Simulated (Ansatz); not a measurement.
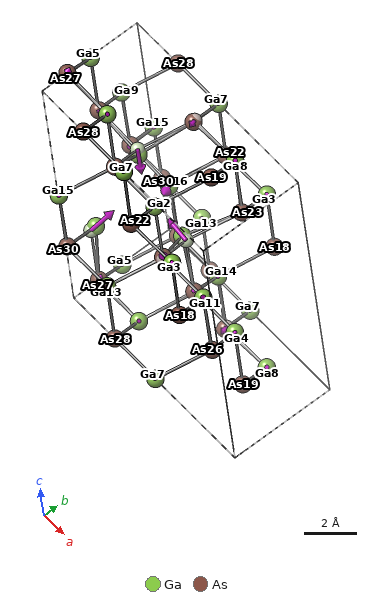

This is a relaxation of a defect cell of composition Ga$_{16}$As$_{15}$. The starting structure is drawn faded, the final one solid; purple arrows show the displacements, magnified 5 times.

A ball-and-stick model of the cell of the calculation (origin shifted), seen slightly off an axis.

Computed with DFT PBEsol, scalar-relativistic, plane waves, PAW in Ansatz 0.2.0.

Input
```yaml
crystal:
  lattice:
    - [5.6578590329, 5.6578590329, -5.6578590329]
    - [-5.6578590329, -5.6578590329, -5.6578590329]
    - [-5.6578590329, 5.6578590329, 5.6578590329]
  atoms:
    - { symbol: Ga, position: [0.2449011501, 0.4961917587, 0.2459603907], spin: 0.25 }
    - { symbol: Ga, position: [0.5, 0.25, 0.25] }
    - { symbol: Ga, position: [0.75, 0.0, 0.25] }
    - { symbol: Ga, position: [0.75, 0.5, 0.75] }
    - { symbol: Ga, position: [0.0, 0.5, 0.5] }
    - { symbol: Ga, position: [0.25, 0.25, 0.5] }
    - { symbol: Ga, position: [0.5, 0.0, 0.5] }
    - { symbol: Ga, position: [0.75, 0.75, 0.5] }
    - { symbol: Ga, position: [1.0, 0.75, 0.25] }
    - { symbol: Ga, position: [0.4936944919, 0.5014079613, -0.0025287816], spin: 0.25 }
    - { symbol: Ga, position: [0.75, 0.25, 0.0] }
    - { symbol: Ga, position: [0.0035074231, 0.2505400153, 0.7495851143], spin: 0.25 }
    - { symbol: Ga, position: [0.25, 1.0, 0.75] }
    - { symbol: Ga, position: [0.5, 0.75, 0.75] }
    - { symbol: Ga, position: [0.0, 0.0, 0.0] }
    - { symbol: Ga, position: [0.2511019901, 0.7526963321, 0.0012155594], spin: 0.25 }
    - { symbol: As, position: [0.5, 0.25, 0.0] }
    - { symbol: As, position: [0.75, 0.0, 0.0] }
    - { symbol: As, position: [0.75, 0.5, 0.5] }
    - { symbol: As, position: [0.0, 0.5, 0.25] }
    - { symbol: As, position: [0.25, 0.25, 0.25] }
    - { symbol: As, position: [0.5, 0.0, 0.25] }
    - { symbol: As, position: [0.75, 0.75, 0.25] }
    - { symbol: As, position: [0.0, 0.75, 0.0] }
    - { symbol: As, position: [0.5, 0.5, 0.75] }
    - { symbol: As, position: [0.75, 0.25, 0.75] }
    - { symbol: As, position: [0.0, 0.25, 0.5] }
    - { symbol: As, position: [0.25, 0.0, 0.5] }
    - { symbol: As, position: [0.5, 0.75, 0.5] }
    - { symbol: As, position: [0.0, 0.0, 0.75] }
    - { symbol: As, position: [0.25, 0.75, 0.75] }
  host:
    lattice:
      - [0.0, 2.8289295164, 2.8289295164]
      - [2.8289295164, 0.0, 2.8289295164]
      - [2.8289295164, 2.8289295164, 0.0]
    atoms:
      - { symbol: Ga, position: [0.0, 0.0, 0.0] }
      - { symbol: As, position: [0.25, 0.25, 0.25] }
basis:
  ecutwfc: 420
  xc_grid: 2
kpoints:
  mp_grid: { grid: [2, 2, 2], shift: [0.5, 0.5, 0.5] }
hamiltonian:
  xc: pbesol
scf:
  occupations: { method: gaussian, width: 0.02 }
  lower_state_search: "off"
output:
  forces: true
  stress: false
  eigenvalues: true
  populations: true
  charged_corrections:
    defect_position: [0.25, 0.5, 0.0]
    epsilon: [[16.1865, 0.0, 0.0], [0.0, 16.1865, 0.0], [0.0, 0.0, 16.1865]]
  write_density: true
  write_potential: true
  elf: true
  volumetric_format: npy
magnetization:
  spin_polarized: true
relax:
  adjacent_minimum: "off"
  f_tol: 0.03
  max_steps: 40
```

Run as
```bash
ansatz run input.yaml --threads 8 --pin off --max-ram 16384MiB --backend cpu --events-out ev --progress --plain --runs-dir out
```

Question: Which element moves most?

Answer: Gallium: up to 0.25 Å, against 0.09 Å for arsenic.

Question: What did the optimiser do to the structure, and how much energy did it gain?

Answer: After 5 accepted moves (6 points after the start) the energy has fallen by 0.253 eV per cell of the calculation. Largest force component: 0.52 eV/Å at the start, 0.0048 eV/Å at the end. The line search rejected the trial step at point 5 of the run. The forces were under the threshold at step 3, but the run went on from there. Ga10 moves most: 0.25 Å along −a. By element the largest moves are Ga 0.25 Å, As 0.09 Å. The lattice vectors keep their values. Near-neighbour distances that change, for instance: Ga12–As27 2.433 → 2.507 Å, Ga1–As20 2.426 → 2.492 Å, Ga10–As25 2.442 → 2.504 Å, Ga16–As24 2.448 → 2.500 Å. Among the angles between lasting bonds that change: As27–Ga12–As30 110.2° → 104.0°, As17–Ga10–As25 108.3° → 102.5°, As23–Ga10–As25 108.9° → 103.5°. Cost: 5.5 min on 8 threads of Arm Neoverse V2 (shared host), peak memory 6.4 GiB.
